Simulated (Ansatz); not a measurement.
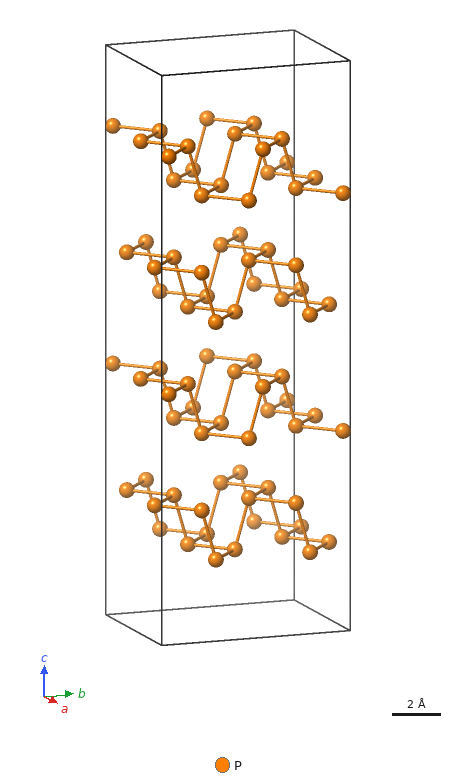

The structure as given in the input (ball-and-stick view of the 2 × 2 repeat of the cell, with the vacuum cut short, seen slightly off an axis). An atom can appear more than once, as a periodic image.

Geometry relaxation of P (part 1 of 2)

System: P (slab, 16 atoms in the cell).
Method: DFT PBE+D3(BJ), scalar-relativistic, plane waves, PAW, no spin polarisation (Ansatz 0.2.0).

The structure derives from an entry of the Crystallography Open Database.

### Log
```
Engine: ansatz 0.2.0, x86_64-unknown-linux-gnu
Pseudopotentials: kind: paw
Pseudopotential: P, paw, valence charge 5, recommended cutoff 420 eV (normal), P.paw.azcp
Functional definition: PBE
  parameter kappa = 0.804
  parameter beta = 0.06672455060314922
  exchange = pbe_x(kappa = kappa, mu = beta*pi^2/3)
  correlation = pbe_c(beta = beta)
Crystal: 16 atoms, lattice volume = 853.508 Å³
Basis set: ecut = 420 eV, 16551 PW (Γ), exchange–correlation on 48×60×864 points (8 copies of the dense FFT grid, shifted against one another)
Bands: 56, of which v1, the nominal top of the filled ones, is band 40 counted from 1 (39 counted from 0)
Symmetry: 8 space group operations
Space group: Pbcm (ITA 57), of the structure as read, at distance tolerance 9.5e-5 Å
k-points: 30 of 80
Non-local potential: P, projectors of the file, l = 0: 2, l = 1: 2, l = 2: 2
PAW form: soft (Blöchl's): semilocal exchange-correlation on the pseudo side does not see the compensation charge
PAW one-centre angular grid: P, 110 points (default); XC on 64 Gauss nodes
Initial density: superposition of atomic densities (neutral atoms: chi_scale 0, normalization atom), corrected by the library's trained network
Initial wavefunctions: pseudopotential atomic-orbital guess
Functional: x = pbe(κ = 0.804, μ = 0.2195149727645171), c = pbe(β = 0.06672455060314922)
SCF iter   1: F=—  HF=-12096.068682 eV  |F-HF|=—  |Δ(HF+E_count)|=         —  Δρ=1.59e-3  dr2=2.03e-1  ethr=1.77e-3  ⟨swp⟩=12.5  Hψ=12518  notcnv=0  defer=56
preconditioner: auto → Resta (q_TF=auto, 1.839 Å⁻¹)  ε∞=2.6  [insulator: Δε(μ)=0.208 eV  Ē_g=8.987 eV  σ=0.010 eV  W_gap=1.00  n_scr=76 (ndim 8)  ℏωp=11.4 eV  f_vac=0.645  D(μ)=0.00/eV (n_scr^D=0)  ε∞_Penn≈2.6  vacuum switching on, ρ_ref=5.9e-3 e/Å³]
SCF iter   2: F=—  HF=-12096.085856 eV  |F-HF|=—  |Δ(HF+E_count)|=   1.72e-2  Δρ=1.72e-3  dr2=4.32e-1  ethr=2.54e-4  ⟨swp⟩=3.9  Hψ=2949  notcnv=0  defer=286
preconditioner: auto → LDOS  [insulator: Δε(μ)=0.014 eV  Ē_g=8.985 eV  σ=0.010 eV  W_gap=0.67  n_scr=76 (ndim 8)  ℏωp=11.4 eV  f_vac=0.645  D(μ)=3.95/eV (n_scr^D=16)  ε∞_Penn≈2.6  β→1.0]
SCF iter   3: F=—  HF=-12096.055159 eV  |F-HF|=—  |Δ(HF+E_count)|=   3.07e-2  Δρ=7.85e-4  dr2=4.14e-2  ethr=2.54e-4  ⟨swp⟩=2.8  Hψ=1967  notcnv=0  defer=286
SCF iter   4: F=—  HF=-12096.055279 eV  |F-HF|=—  |Δ(HF+E_count)|=   1.21e-4  Δρ=3.76e-4  dr2=1.28e-2  ethr=5.17e-5  ⟨swp⟩=4.0  Hψ=2814  notcnv=0  defer=280
SCF iter   5: F=—  HF=-12096.053860 eV  |F-HF|=—  |Δ(HF+E_count)|=   1.42e-3  Δρ=1.51e-4  dr2=8.52e-4  ethr=1.60e-5  ⟨swp⟩=3.1  Hψ=2599  notcnv=0  defer=280
SCF iter   6: F=—  HF=-12096.053832 eV  |F-HF|=—  |Δ(HF+E_count)|=   2.89e-5  Δρ=6.51e-5  dr2=3.52e-4  ethr=1.07e-6  ⟨swp⟩=3.1  Hψ=3031  notcnv=0  defer=282
SCF iter   7: F=—  HF=-12096.053805 eV  |F-HF|=—  |Δ(HF+E_count)|=   2.66e-5  Δρ=3.94e-5  dr2=6.79e-5  ethr=4.40e-7  ⟨swp⟩=2.7  Hψ=2554  notcnv=0  defer=282
SCF iter   8: F=—  HF=-12096.053952 eV  |F-HF|=—  |Δ(HF+E_count)|=   1.47e-4  Δρ=1.15e-5  dr2=5.18e-6  ethr=8.48e-8  ⟨swp⟩=2.7  Hψ=2794  notcnv=0  defer=282
SCF iter   9: F=—  HF=-12096.053951 eV  |F-HF|=—  |Δ(HF+E_count)|=   4.52e-7  Δρ=3.36e-6  dr2=2.51e-7  ethr=6.48e-9  ⟨swp⟩=3.2  Hψ=3065  notcnv=0  defer=282
SCF iter  10: F=-12096.053951 eV  HF=-12096.053951 eV  |F-HF|=1.67e-8  |Δ(HF+E_count)|=   3.66e-9  Δρ=1.11e-6  dr2=2.58e-8  ethr=1.25e-10  ⟨swp⟩=28.4  Hψ=21210  notcnv=0
SCF 1 converged in 10 iterations: F = -12096.053951 eV  dr2 = 2.58e-8
  greatest PAW one-centre occupation: 0.812 electrons in one spin orbital (limit 2), on the P atom at site 11 (counted from 0), in its partial waves of l = 0
relax step   1: F+E_penalty+E_count = -12096.05395110 eV  Δ(F+E_penalty+E_count) = +0.000e0 eV  max|allowed force component| = 2.359e-4 eV/Å  Δτ_max = 0.0000 Å  P = +0.001 N/m  Ω = 853.508 Å³  fix = [c, alpha, beta]  reactions: c +0.000 N/m  (10 SCF iters, dr2 threshold 1.00e-7 eV, accepted)
Initial density: handed on by an earlier stage of this run
Initial wavefunctions: pseudopotential atomic-orbital guess (no wavefunctions were taken with the density)
iter 1 solved again at ethr=1.35e-7 eV; its pass at ethr=3.10e-3 eV (dr2=1.08e-4 eV) is discarded
SCF iter   1: F=—  HF=-12096.053797 eV  |F-HF|=—  |Δ(HF+E_count)|=         —  Δρ=1.12e-6  dr2=2.16e-8  ethr=1.35e-7  ⟨swp⟩=7.2  Hψ=21639  notcnv=0  defer=6
eigensolver tolerance schedule: the retry pair's looser diagonalisation over-reported the residual by 5025.44 of it (diagonalisation noise at 0.28 of the residual, at the tolerance the schedule requests for it); recorded, not acted on — ethr = c·dr2/N_el stays at c = 1.0e-1
preconditioner: auto → Resta (q_TF=auto, 1.839 Å⁻¹)  ε∞=2.6  [insulator: Δε(μ)=0.134 eV  Ē_g=8.989 eV  σ=0.010 eV  W_gap=1.00  n_scr=76 (ndim 8)  ℏωp=11.4 eV  f_vac=0.643  D(μ)=0.00/eV (n_scr^D=0)  ε∞_Penn≈2.6  vacuum switching on, ρ_ref=5.9e-3 e/Å³]
SCF iter   2: F=—  HF=-12096.053951 eV  |F-HF|=—  |Δ(HF+E_count)|=   1.54e-4  Δρ=6.52e-7  dr2=1.37e-8  ethr=2.69e-11  ⟨swp⟩=5.2  Hψ=6402  notcnv=0  defer=6
SCF iter   3: F=—  HF=-12096.053951 eV  |F-HF|=—  |Δ(HF+E_count)|=  4.47e-10  Δρ=4.06e-7  dr2=4.95e-9  ethr=1.72e-11  ⟨swp⟩=2.2  Hψ=2061  notcnv=0  defer=6
SCF iter   4: F=—  HF=-12096.053951 eV  |F-HF|=—  |Δ(HF+E_count)|=  5.18e-10  Δρ=1.85e-7  dr2=1.97e-9  ethr=6.19e-12  ⟨swp⟩=3.3  Hψ=2732  notcnv=0  defer=6
SCF iter   5: F=—  HF=-12096.053951 eV  |F-HF|=—  |Δ(HF+E_count)|=  2.91e-11  Δρ=8.12e-8  dr2=1.08e-10  ethr=2.47e-12  ⟨swp⟩=2.2  Hψ=2227  notcnv=0  defer=6
SCF iter   6: F=—  HF=-12096.053951 eV  |F-HF|=—  |Δ(HF+E_count)|=  3.09e-11  Δρ=4.26e-8  dr2=1.38e-11  ethr=1.35e-13 (applied; sched 1.00e-12)  ⟨swp⟩=3.3  Hψ=3766  notcnv=0  defer=10
SCF iter   7: F=—  HF=-12096.053951 eV  |F-HF|=—  |Δ(HF+E_count)|=  8.19e-11  Δρ=1.68e-8  dr2=2.36e-12  ethr=1.72e-14 (applied; sched 1.00e-12)  ⟨swp⟩=2.5  Hψ=3194  notcnv=0  defer=17
SCF iter   8: F=-12096.053951 eV  HF=-12096.053951 eV  |F-HF|=1.75e-10  |Δ(HF+E_count)|=  7.82e-11  Δρ=3.69e-9  dr2=9.58e-14  ethr=1.00e-12  ⟨swp⟩=6.9  Hψ=10094  notcnv=0
SCF 2 converged in 8 iterations: F = -12096.053951 eV  dr2 = 9.58e-14
  greatest PAW one-centre occupation: 0.812 electrons in one spin orbital (limit 2), on the P atom at site 10 (counted from 0), in its partial waves of l = 0
relax step   2: F+E_penalty+E_count = -12096.05395112 eV  Δ(F+E_penalty+E_count) = -1.508e-8 eV  max|allowed force component| = 2.369e-4 eV/Å  Δτ_max = 0.0000 Å  P = +0.001 N/m  Ω = 853.508 Å³  fix = [c, alpha, beta]  reactions: c +0.000 N/m  stress off target by 1.21e-3 N/m on what of the cell is left free  SCF on the basis re-selected at this cell (its energy is not comparable with the rows above)  (8 SCF iters)
```

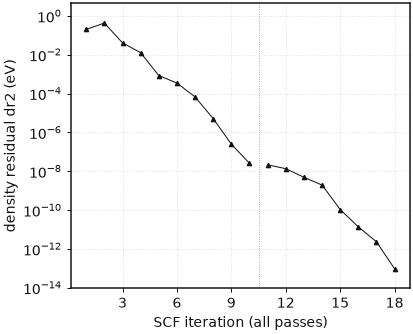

Convergence of the self-consistent field: density residual dr2 against the SCF iteration. The dotted lines part the SCF passes of the relaxation: geometry steps, rejected trials and re-solves on a re-selected basis. The passes take 10 and 8 iterations.

```
basis re-selected at this cell: Δ(F+E_penalty+E_count) = -1.508e-8 eV, ΔP = +0.000 N/m vs the last step (what re-selecting the basis moved, of the pressure what is left beyond the Pulay correction that the steps carried, after the strain that the cell walked since its last selection, with what the two solves' SCF thresholds leave and, on support functions, any second-order correction that the steps lacked; it is no measure of the basis error at this ecutwfc). This SCF's stress stands 1.21e-3 N/m from its target on what of the cell is left free (relax.cell.stress_2d_tol is 5.00e-3 N/m) and its largest allowed force component is 2.37e-4 eV/Å (relax.f_tol is 1.50e-3 eV/Å): within both
SCF converged after 8 iterations
Free energy (F): -12096.053951 eV
Harris-Foulkes:  -12096.053951 eV  (|F-HF|=1.75e-10)
Internal energy: -12096.053951 eV  (E = F + TS)
E sigma→0 (E₀):  -12096.053951 eV
Fermi energy:    -4.423404 eV
--- Per-component energies (eV) ---
  E_band       = -898.872537
  E_kinetic    = 1125.594758
  E_local      = -352281.573553  (includes V_loc(G=0)·N_el)
  E_nonlocal   = 542.948201
  E_hartree    = 175403.053689
  E_xc         = -983.069072
  E_vxc        = -971.439292  (∫ρ·V_xc dr)
  E_paw        = -9109.343325  (= ΣΔE_a)
  E_vpaw       = -120.510102  (= ΣTr[D̂ρ^β])
  E_aug_tail   = 0.000050  (compensation charges beyond the density's cutoff)
  E_ewald      = 173212.045919
  E_disp       = -5.710617  (pairwise vdW)
  E_smearing   = -0.000000  (= −TS)
  E_closure    = -0.000000  (closes the sum)
  Σ components = -12096.053951   (vs F -12096.053951, Δ=0.00e0)
--- Forces (eV/Å), atoms counted from 1 ---
  atom   1  P     -0.00000000     0.00023693     0.00007175
  atom   2  P      0.00000000    -0.00023693     0.00007175
  atom   3  P     -0.00000000    -0.00020608    -0.00008571
  atom   4  P      0.00000000     0.00020608    -0.00008571
  atom   5  P     -0.00000000     0.00001385     0.00002073
  atom   6  P      0.00000000    -0.00001385     0.00002073
  atom   7  P     -0.00000000    -0.00021672    -0.00005825
  atom   8  P      0.00000000     0.00021672    -0.00005825
  atom   9  P     -0.00000000    -0.00021672     0.00005825
  atom  10  P      0.00000000     0.00021672     0.00005825
  atom  11  P     -0.00000000     0.00001385    -0.00002073
  atom  12  P      0.00000000    -0.00001385    -0.00002073
  atom  13  P     -0.00000000    -0.00020608     0.00008571
  atom  14  P      0.00000000     0.00020608     0.00008571
  atom  15  P     -0.00000000     0.00023693    -0.00007175
  atom  16  P      0.00000000    -0.00023693    -0.00007175
  max |Σ_I F_I| component: 2.22e-16 eV/Å
--- 2D stress c σ (N/m, compression-positive) ---
        0.001214      -0.000000       0.000000
       -0.000000       0.000403       0.000000
        0.000000       0.000000       0.000000
  P = ½ c Tr σ = 0.0008 N/m
--- Band table (eV; the first three rows and the last of 30) ---
  k-point 0: bands = ["-20.4488", "-20.3314", "-20.1999", "-20.1470", "-17.9562", "-17.6884", "-17.4145", "-17.2650", "-13.7469", "-13.6724", "-13.5835", "-13.5673", "-11.6184", "-11.2775", "-10.8630", "-10.4420", "-10.0055", "-9.7762", "-9.6451", "-9.4956", "-9.4756", "-9.4548", "-9.1292", "-8.9176", "-8.7804", "-8.6809", "-8.5670", "-8.5304", "-7.4216", "-7.3195", "-7.0813", "-7.0234", "-6.9114", "-6.7485", "-6.6864", "-6.5601", "-5.7143", "-5.1764", "-4.6001", "-4.5774", "-4.1442", "-4.0042", "-3.8422", "-3.6802", "-3.5129", "-3.5105", "-3.4627", "-3.3109", "-2.5044", "-2.2795", "-2.1206", "-2.0853", "-1.4132", "-1.3074", "-1.1856", "-1.1487"]
  k-point 1: bands = ["-20.3495", "-20.2336", "-20.1036", "-20.0524", "-17.9631", "-17.7212", "-17.4821", "-17.3650", "-13.9771", "-13.9658", "-13.8642", "-13.8586", "-11.5898", "-11.3523", "-11.2268", "-11.1681", "-9.8510", "-9.8251", "-9.6609", "-9.3142", "-9.2744", "-9.0086", "-8.8735", "-8.8570", "-8.6993", "-8.6019", "-8.4897", "-8.4550", "-7.0884", "-6.9318", "-6.7824", "-6.7316", "-6.6313", "-6.5799", "-6.4014", "-6.2903", "-6.1343", "-5.7252", "-5.1404", "-4.9159", "-4.0083", "-3.6442", "-3.5928", "-3.4473", "-3.3827", "-3.3587", "-3.0308", "-2.8033", "-2.5964", "-2.4134", "-2.3053", "-2.3051", "-1.6233", "-1.5597", "-1.4524", "-1.4383"]
```
